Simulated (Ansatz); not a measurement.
Geometry relaxation, with input and output: Si$_{16}$O (charge +1) (part 3 of 3)

The same run, continued: Si$_{16}$O (defect cell, 17 atoms in the cell, total charge +1); DFT PBE, scalar-relativistic, plane waves, PAW, spin-polarised (Ansatz 0.2.0); cutoff 420 eV, 5×4×4 k-mesh, Gaussian smearing of 0.02 eV, collinear spins. The structure derives from a Materials Project entry. It belongs to a series of runs on one base structure; here: O interstitial, charge +1, atoms relaxed at the host's cell.

Geometry of the input (Å; fractional positions):
```
0.0000  0.0000  6.3650
7.7026  0.0000  0.0000
-3.8513  6.6706  0.0000
Si 0.0672  0.1602  0.3203
Si 0.0672  0.1602  0.8398
Si 0.0655  0.6667  0.3333
Si 0.0672  0.6797  0.8398
Si 0.5665  0.3390  0.1695
Si 0.5674  0.3333  0.6667
Si 0.5665  0.8305  0.1695
Si 0.5665  0.8305  0.6610
Si 0.4328  0.1602  0.3203
Si 0.4328  0.1602  0.8398
Si 0.4345  0.6667  0.3333
Si 0.4328  0.6797  0.8398
Si 0.9335  0.3390  0.1695
Si 0.9326  0.3333  0.6667
Si 0.9335  0.8305  0.1695
Si 0.9335  0.8305  0.6610
O  0.2500  0.0000  0.0000
```

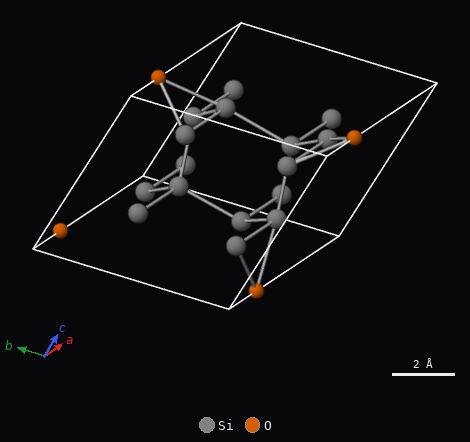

Fig. 1: The geometry at step 2 of the log (ball-and-stick view of the cell of the calculation, seen at an oblique angle).

Output, continued
```
  k-point 2 ↑: bands = ["-11.4974", "-4.9842", "-4.6140", "-3.8382", "-3.4887", "-2.8585", "-2.5764", "-1.7151", "-1.6060", "-1.3230", "-1.2430", "-0.7612", "-0.4271", "1.2011", "1.2221", "1.2370", "1.5830", "1.9754", "2.0188", "2.3386", "2.3827", "2.7667", "2.9622", "3.3053", "3.3730", "3.5057", "3.7576", "3.8191", "4.0812", "4.5698", "4.9964", "5.3185", "5.3605", "5.4794", "5.6490", "5.8782", "7.5923", "7.9086", "8.0650", "8.5384", "9.4321", "9.4962", "9.5428", "9.5757", "10.0253", "10.1574", "10.2770", "10.3824", "10.4532", "10.6048", "10.7085", "10.7363", "10.9629"]
  k-point 11 ↓: bands = ["-11.4950", "-4.5564", "-4.0817", "-3.9237", "-3.7674", "-3.3311", "-3.2339", "-2.7035", "-2.3310", "-0.9276", "-0.6172", "0.1576", "0.3057", "0.9128", "0.9738", "1.1848", "1.8393", "1.9779", "2.4251", "2.5240", "2.8816", "3.1018", "3.3691", "3.4853", "3.6687", "3.7249", "3.9825", "4.0207", "4.1920", "4.2907", "4.3931", "4.6376", "4.6857", "5.0851", "5.4679", "5.8843", "8.1054", "8.1869", "8.2495", "8.6970", "8.8309", "9.0530", "9.1875", "9.2774", "9.4161", "9.6240", "9.7330", "9.8200", "9.9957", "10.2849", "10.4004", "10.6428", "10.7651"]
--- Relaxed structure (3 steps of the walk, 3 accepted, 0 SCFs on fresh bases) ---
  F+E_penalty+E_count = -10742.39755468 eV   max|allowed force component| = 4.548e-3 eV/Å
  atoms:
    - { symbol: Si, position: [0.06574348812203053, 0.15936058462963293, 0.3187211692592658] }
    - { symbol: Si, position: [0.06574348812203053, 0.15936058462963282, 0.840639415370367] }
    - { symbol: Si, position: [0.06547936667841128, 0.6666666666666669, 0.3333333333333334] }
    - { symbol: Si, position: [0.06574348812203053, 0.6812788307407343, 0.8406394153703671] }
    - { symbol: Si, position: [0.5663484691033704, 0.3402325911272849, 0.17011629556364247] }
    - { symbol: Si, position: [0.5659112991510187, 0.3333333333333334, 0.6666666666666667] }
    - { symbol: Si, position: [0.5663484691033704, 0.8298837044363575, 0.1701162955636424] }
    - { symbol: Si, position: [0.5663484691033704, 0.8298837044363576, 0.6597674088727151] }
    - { symbol: Si, position: [0.4342565118779695, 0.15936058462963293, 0.3187211692592658] }
    - { symbol: Si, position: [0.4342565118779695, 0.15936058462963282, 0.840639415370367] }
    - { symbol: Si, position: [0.4345206333215889, 0.6666666666666669, 0.3333333333333334] }
    - { symbol: Si, position: [0.4342565118779695, 0.6812788307407343, 0.8406394153703671] }
    - { symbol: Si, position: [0.9336515308966299, 0.3402325911272849, 0.17011629556364247] }
    - { symbol: Si, position: [0.9340887008489815, 0.3333333333333334, 0.6666666666666667] }
    - { symbol: Si, position: [0.9336515308966299, 0.8298837044363575, 0.1701162955636424] }
    - { symbol: Si, position: [0.9336515308966299, 0.8298837044363576, 0.6597674088727151] }
    - { symbol: O, position: [0.25000000000000006, 1.452586401836308e-17, -4.355727948633823e-17] }
--- Löwdin populations: 17 sites ---
  site symbol       q [e]    m [muB]
     0     Si      3.7764    -0.0000
     1     Si      3.7764    -0.0000
     2     Si      3.9010    -0.0000
     3     Si      3.7764    -0.0000
     4     Si      3.8763    -0.0000
     5     Si      3.9573    -0.0000
     6     Si      3.8763    -0.0000
     7     Si      3.8763    -0.0000
     8     Si      3.7764    -0.0000
     9     Si      3.7764    -0.0000
    10     Si      3.9010    -0.0000
    11     Si      3.7764    -0.0000
    12     Si      3.8763    -0.0000
    13     Si      3.9573    -0.0000
    14     Si      3.8763    -0.0000
    15     Si      3.8763    -0.0000
    16      O      6.6345    -0.0000
  spilling = 0.010618 (of n_electrons = 69.000000)
```

File populations.tsv
```
# site	symbol	l	j	q_up	q_dn
# orbitals = lowdin
# n_electrons = 69.000000
# spilling = 0.010618
0	Si	0_3S	-	0.604882	0.604882
0	Si	1_3P	-	1.283294	1.283296
1	Si	0_3S	-	0.604882	0.604882
1	Si	1_3P	-	1.283294	1.283296
2	Si	0_3S	-	0.588436	0.588436
2	Si	1_3P	-	1.362086	1.362087
3	Si	0_3S	-	0.604882	0.604882
3	Si	1_3P	-	1.283294	1.283296
4	Si	0_3S	-	0.595067	0.595067
4	Si	1_3P	-	1.343103	1.343104
5	Si	0_3S	-	0.649865	0.649865
5	Si	1_3P	-	1.328780	1.328787
6	Si	0_3S	-	0.595067	0.595067
6	Si	1_3P	-	1.343103	1.343104
7	Si	0_3S	-	0.595067	0.595067
7	Si	1_3P	-	1.343103	1.343104
8	Si	0_3S	-	0.604882	0.604882
8	Si	1_3P	-	1.283294	1.283296
9	Si	0_3S	-	0.604882	0.604882
9	Si	1_3P	-	1.283294	1.283296
10	Si	0_3S	-	0.588436	0.588436
10	Si	1_3P	-	1.362086	1.362087
11	Si	0_3S	-	0.604882	0.604882
11	Si	1_3P	-	1.283294	1.283296
12	Si	0_3S	-	0.595067	0.595067
12	Si	1_3P	-	1.343103	1.343104
13	Si	0_3S	-	0.649865	0.649865
13	Si	1_3P	-	1.328780	1.328787
14	Si	0_3S	-	0.595067	0.595067
14	Si	1_3P	-	1.343103	1.343104
15	Si	0_3S	-	0.595067	0.595067
15	Si	1_3P	-	1.343103	1.343104
16	O	0_2S	-	0.953722	0.953722
16	O	1_2P	-	2.363519	2.363538
```

Trajectory as extended XYZ (Å, eV, eV/Å), 3 frames, from step=1 to step=3
```
17
Lattice="0.0000 0.0000 6.3650 7.7026 0.0000 0.0000 -3.8513 6.6706 0.0000" Properties=species:S:1:pos:R:3:forces:R:3 step=1 energy=-10742.38695
Si    0.0000    2.1368    0.4279    0.0000  -0.0654  -0.1908
Si   -2.0008    5.6022    0.4279   -0.0567   0.0327  -0.1908
Si    3.8513    2.2235    0.4167    0.0000   0.0000  -0.0812
Si    2.0008    5.6022    0.4279    0.0567   0.0327  -0.1908
Si    1.9586    1.1308    3.6060    0.0496   0.0286  -0.0735
Si    0.0000    4.4471    3.6117    0.0000   0.0000  -0.1558
Si    5.7440    1.1308    3.6060   -0.0496   0.0286  -0.0735
Si    3.8513    4.4090    3.6060    0.0000  -0.0573  -0.0735
Si    0.0000    2.1368    2.7547    0.0000  -0.0654   0.1908
Si   -2.0008    5.6022    2.7547   -0.0567   0.0327   0.1908
Si    3.8513    2.2235    2.7658    0.0000   0.0000   0.0812
Si    2.0008    5.6022    2.7547    0.0567   0.0327   0.1908
Si    1.9586    1.1308    5.9415    0.0496   0.0286   0.0735
Si    0.0000    4.4471    5.9358    0.0000   0.0000   0.1558
Si    5.7440    1.1308    5.9415   -0.0496   0.0286   0.0735
Si    3.8513    4.4090    5.9415    0.0000  -0.0573   0.0735
O     0.0000    0.0000    1.5913    0.0000   0.0000   0.0000
17
Lattice="0.0000 0.0000 6.3650 7.7026 0.0000 0.0000 -3.8513 6.6706 0.0000" Properties=species:S:1:pos:R:3:forces:R:3 step=2 energy=-10742.39646
Si    0.0000    2.1301    0.4214    0.0000  -0.0264  -0.0591
Si   -2.0066    5.6056    0.4214   -0.0229   0.0132  -0.0591
Si    3.8513    2.2235    0.4162    0.0000   0.0000  -0.0127
Si    2.0066    5.6056    0.4214    0.0229   0.0132  -0.0591
Si    1.9636    1.1337    3.6052    0.0100   0.0058  -0.0236
Si    0.0000    4.4471    3.6058    0.0000   0.0000  -0.0582
Si    5.7389    1.1337    3.6052   -0.0100   0.0058  -0.0236
Si    3.8513    4.4032    3.6052    0.0000  -0.0115  -0.0236
Si    0.0000    2.1301    2.7611    0.0000  -0.0264   0.0591
Si   -2.0066    5.6056    2.7611   -0.0229   0.0132   0.0591
Si    3.8513    2.2235    2.7663    0.0000   0.0000   0.0127
Si    2.0066    5.6056    2.7611    0.0229   0.0132   0.0591
Si    1.9636    1.1337    5.9423    0.0100   0.0058   0.0236
Si    0.0000    4.4471    5.9417    0.0000   0.0000   0.0582
Si    5.7389    1.1337    5.9423   -0.0100   0.0058   0.0236
Si    3.8513    4.4032    5.9423    0.0000  -0.0115   0.0236
O     0.0000    0.0000    1.5913    0.0000   0.0000   0.0000
17
Lattice="0.0000 0.0000 6.3650 7.7026 0.0000 0.0000 -3.8513 6.6706 0.0000" Properties=species:S:1:pos:R:3:forces:R:3 step=3 energy=-10742.39755
Si    0.0000    2.1261    0.4185    0.0000   0.0008   0.0042
Si   -2.0101    5.6076    0.4185    0.0007  -0.0004   0.0042
Si    3.8513    2.2235    0.4168    0.0000   0.0000   0.0024
Si    2.0101    5.6076    0.4185   -0.0007  -0.0004   0.0042
Si    1.9655    1.1348    3.6048    0.0005   0.0003   0.0045
Si    0.0000    4.4471    3.6020    0.0000   0.0000   0.0006
Si    5.7371    1.1348    3.6048   -0.0005   0.0003   0.0045
Si    3.8513    4.4011    3.6048    0.0000  -0.0006   0.0045
Si    0.0000    2.1261    2.7641    0.0000   0.0008  -0.0042
Si   -2.0101    5.6076    2.7641    0.0007  -0.0004  -0.0042
Si    3.8513    2.2235    2.7657    0.0000   0.0000  -0.0024
Si    2.0101    5.6076    2.7641   -0.0007  -0.0004  -0.0042
Si    1.9655    1.1348    5.9427    0.0005   0.0003  -0.0045
Si    0.0000    4.4471    5.9455    0.0000   0.0000  -0.0006
Si    5.7371    1.1348    5.9427   -0.0005   0.0003  -0.0045
Si    3.8513    4.4011    5.9427    0.0000  -0.0006  -0.0045
O     0.0000    0.0000    1.5913    0.0000   0.0000   0.0000
```

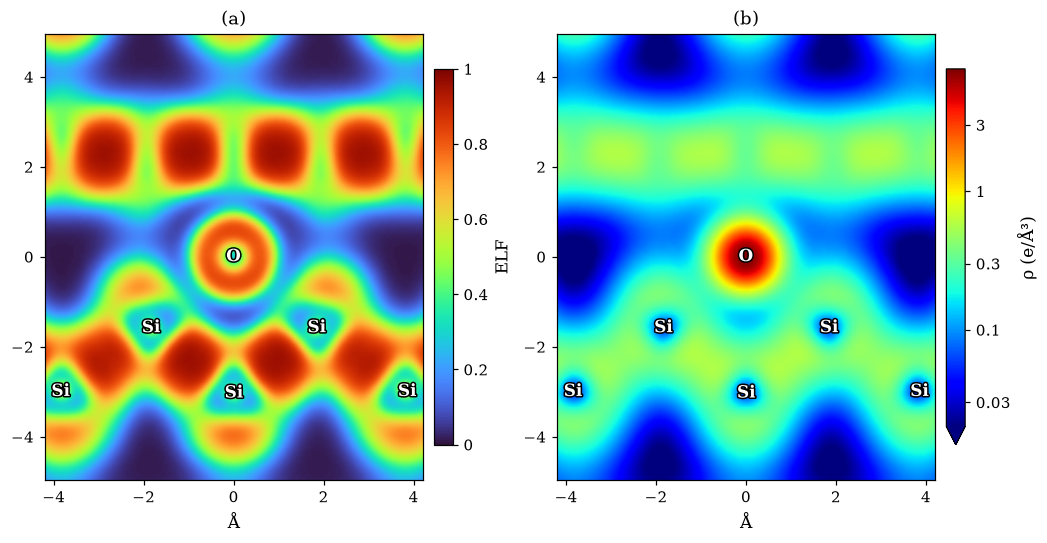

Fig. 2: (a) electron localisation function; (b) valence electron density on the (101̄) plane of the calculation cell. The plane passes through Si and O nuclei. Si–Si (2.47 Å): ρ at the midpoint is about 0.46 e/Å³, a local maximum along the line; the ELF peaks at about 0.90 between the atoms (a covalent bond). Away from the nuclei the density in this plane falls to 0.01 e/Å³ at its lowest. In a PAW calculation such maps are meaningful between the atoms, not at the nuclei.

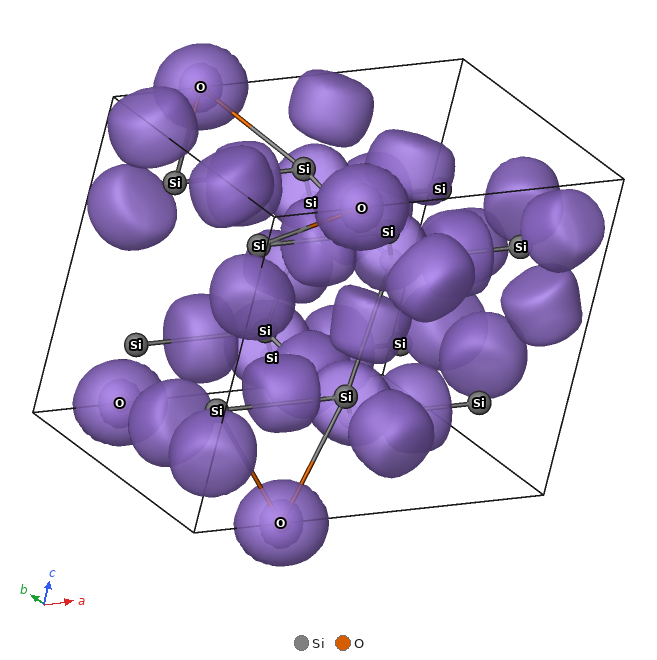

Fig. 3: Isosurface of the ELF at 0.75 (purple), seen slightly off an axis. Only the valence region is drawn (cores and ρ < 0.01 e/Å³ removed). Sticks mark near contacts. The outline is the calculation cell. Values along the shortest contacts: Si–Si (2.33 Å): the ELF peaks at about 0.95 between the atoms (a shared electron pair).

Results in brief

```json
{"quantity": "outcome", "value": "converged"}
{"quantity": "electrons treated", "value": "69"}
{"quantity": "free energy", "value": "−10742.3976 eV"}
{"quantity": "Fermi energy", "value": "5.579 eV"}
{"quantity": "gap on the k-point mesh", "value": "none (metallic)"}
{"quantity": "net moment of the cell", "value": "0.00 μB"}
{"quantity": "integrated absolute moment", "value": "0.00 μB"}
{"quantity": "final volume", "value": "327.04 Å³"}
{"quantity": "largest force (length of the vector) at the end", "value": "0.005 eV/Å"}
{"quantity": "wall time", "value": "83 s (CPU time 5.4 min)"}
{"quantity": "peak memory", "value": "0.9 GiB"}
```

Remarks

The program warns: some starting moments were not kept.
